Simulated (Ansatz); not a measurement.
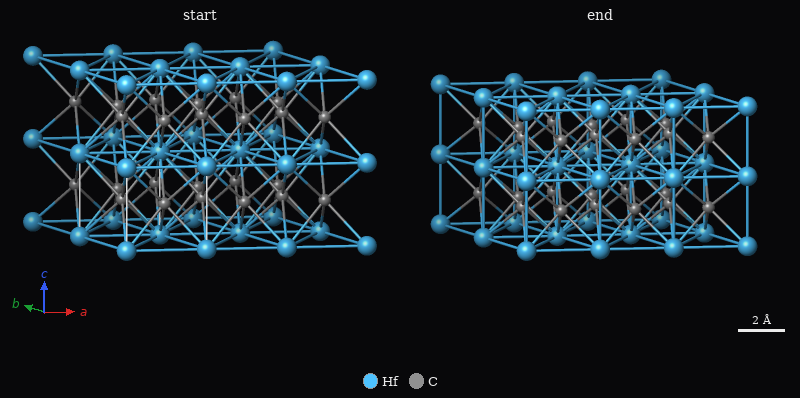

The structure of a crystal of HfC$_{2}$ (a generated structure, set up in P6/mmm) (coarse preliminary run) before (left) and after (right) a relaxation, at one scale.

A ball-and-stick model of the cell of the calculation, repeated 3 × 2 × 2 with one cell outlined, seen from a free direction.

These are results of DFT PBE, scalar-relativistic, plane waves, PAW in Ansatz, not measurements. Settings: plane-wave cutoff 420 eV; k-point mesh 6 × 6 × 4; occupations gaussian; smearing width 0.1 eV; no spin polarisation; cell and atoms relaxed; force threshold 0.04 eV/Å; at most 70 steps.

Summarise the run.

Answer. The atoms keep their places relative to the cell (all moves are under 0.005 Å). The drawn cell changes as follows: a = b 3.568 → 3.278 Å (−8.1 %), c 3.773 → 3.179 Å (−15.7 %); the volume changes by −28.9 %. Some distances before and after: Hf–Hf 3.773 → 3.179 Å, C–Hf 2.793 → 2.472 Å, Hf–Hf 3.568 → 3.278 Å. Among the angles between lasting bonds that change: Hf–C–Hf 85.0° → 80.0°, Hf–C–Hf 79.4° → 83.1°. The space group stays P6/mmm (No. 191). Over 5 accepted moves (7 points after the start) the energy falls by 676 meV per atom. All forces vanish by symmetry, so only the cell relaxes. The pressure goes from −36.41 to −0.33 GPa. The line search rejected the trial step at point 5 of the run. At 1 point the geometry stayed and the basis and grid were re-selected for the new cell (energy shift of 1.9 meV per atom at most each time). Cost: 25 s on 1 thread of Intel(R) Xeon(R) Processor @ 2.50GHz (Skylake/Cascade Lake), with other jobs on the host, peak memory 0.34 GiB.

Limits of the set-up: the k-point mesh is coarse for a cell with partly filled bands.
